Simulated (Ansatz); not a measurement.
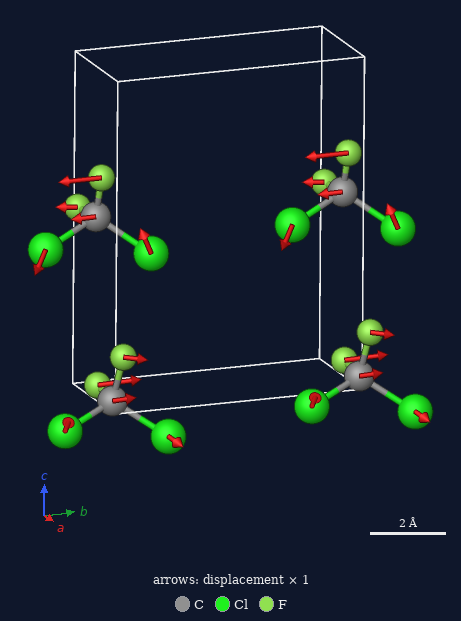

This is a relaxation of solid CCl2F2 (built on the MgH2O2-5 type type). The starting structure is drawn; red arrows show the displacements (the part carried along by the change of the cell is left out), at their true length.

A ball-and-stick model of the cell of the calculation, reduced to other axes, seen slightly off an axis. Lengths and directions refer to the drawn axes.

Case: shaken.

All numbers below come from DFT, PBEsol, plane waves, PAW in Ansatz 0.2.0. Set-up: plane-wave cutoff 420 eV; k-point mesh 4 × 2 × 4; occupations fermi dirac; smearing width 0.05 eV; no spin polarisation; cell and atoms relaxed; force threshold 0.01 eV/Å; at most 120 steps.

Which element moves most?

Answer. Fluorine: up to 1.21 Å, against 0.83 Å for chlorine.

What happened in the run?

Answer. Over 45 accepted moves (57 points after the start) the energy falls by 0.451 eV per cell of the calculation. Largest force component: 3.8 eV/Å at the start, 0.00098 eV/Å at the end. The pressure goes from −0.14 to −0.01 GPa. The line search rejected the trial steps at points 13, 14, 18, 20, 26, 27, 44, 55 of the run. At 4 points the geometry stayed and the basis and grid were re-selected for the new cell (energy shift of 11.9 meV per cell of the calculation at most each time). The largest moves relative to the cell, 1.21 Å, are those of F atoms. By element the largest moves are F 1.21 Å, Cl 0.83 Å, C 0.70 Å. The drawn cell changes as follows: a 5.312 → 5.328 Å (+0.3 %), b 6.668 → 6.070 Å (−9.0 %), c 9.104 → 8.980 Å (−1.4 %), α 84.1° → 84.6°, β 88.0° → 87.1°, γ 79.6° → 80.5°; the volume changes by −9.7 %. Some distances before and after: C–F 1.236 → 1.335 Å, C–F 1.386 → 1.335 Å, C–Cl 1.719 → 1.764 Å, C–Cl 1.797 → 1.764 Å. Bond angles that change, for instance: Cl–C–F 103.0° → 109.2°, Cl–C–F 114.9° → 109.5°, F–C–F 103.7° → 108.0°. The space group stays P1 (No. 1).

Limits of the set-up: layers or molecules are held without a dispersion correction, so their spacing is unreliable.
